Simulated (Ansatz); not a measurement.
**Zn2S: density, localisation and related maps**

```yaml
crystal:
  lattice:
    - [3.66542, 0.00000, 0.00000]
    - [0.00000, 3.66542, 0.00000]
    - [0.00000, 0.00000, 12.79038]
  atoms:
    - { symbol: Zn, position: [0.50000, 0.00000, 0.88790] }
    - { symbol: Zn, position: [0.00000, 0.50000, 0.11210] }
    - { symbol: Zn, position: [0.50000, 0.00000, 0.54506] }
    - { symbol: Zn, position: [0.00000, 0.50000, 0.45494] }
    - { symbol: Zn, position: [0.50000, 0.00000, 0.34327] }
    - { symbol: Zn, position: [0.00000, 0.50000, 0.65673] }
    - { symbol: S, position: [0.00000, 0.00000, 0.00000] }
    - { symbol: S, position: [0.50000, 0.50000, 0.22492] }
    - { symbol: S, position: [0.50000, 0.50000, 0.77508] }
```

Space group P-4m2; a generated structure, not necessarily the stable one.

Theory: DFT PBE, scalar-relativistic, plane waves, PAW in Ansatz 0.2.0.

Core electrons are frozen (PAW), and the valence fields are smoothed inside the atomic spheres.

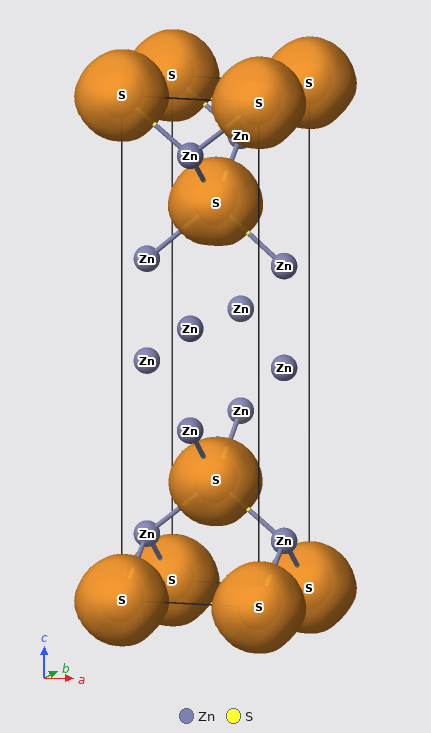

Figure 1. Isosurface of the ELF at 0.7 (orange), seen slightly off an axis. Only the valence region is drawn (cores and ρ < 0.01 e/Å³ removed). Sticks mark near contacts.

**Identify the bonds, lone pairs and shells in this picture.**

At this value the surface marks out three regions wrapped around S (the valence shell of each), counted in one cell of 9 atoms. Regions shared between cells count once. Profiles from the grid: Zn–S (2.33 Å): the ELF peaks at about 0.90 in the valence shell of S, 0.8 Å from its nucleus, and is about 0.55 at the midpoint. Zn–S (2.38 Å): the ELF peaks at about 0.90 in the valence shell of S, 0.8 Å from its nucleus, and is about 0.55 at the midpoint.

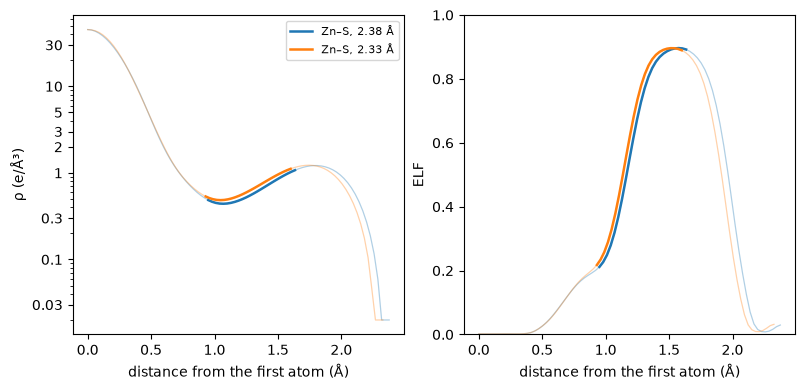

Figure 2. Valence electron density and ELF along straight lines between neighbouring atoms. Thin, pale parts lie inside the atomic spheres.

**What can be read from the curves?**

Zn–S (2.38 Å): the density is about 0.48 e/Å³ at the midpoint; the ELF peaks at about 0.90 in the valence shell of S, 0.8 Å from its nucleus, and is about 0.55 at the midpoint.
Zn–S (2.33 Å): ρ is about 0.52 e/Å³ halfway; the ELF peaks at about 0.90 in the valence shell of S, 0.8 Å from its nucleus, and is about 0.55 at the midpoint.

**Does the calculation give a band gap?**

It is gapless in this calculation (a metal or semimetal).
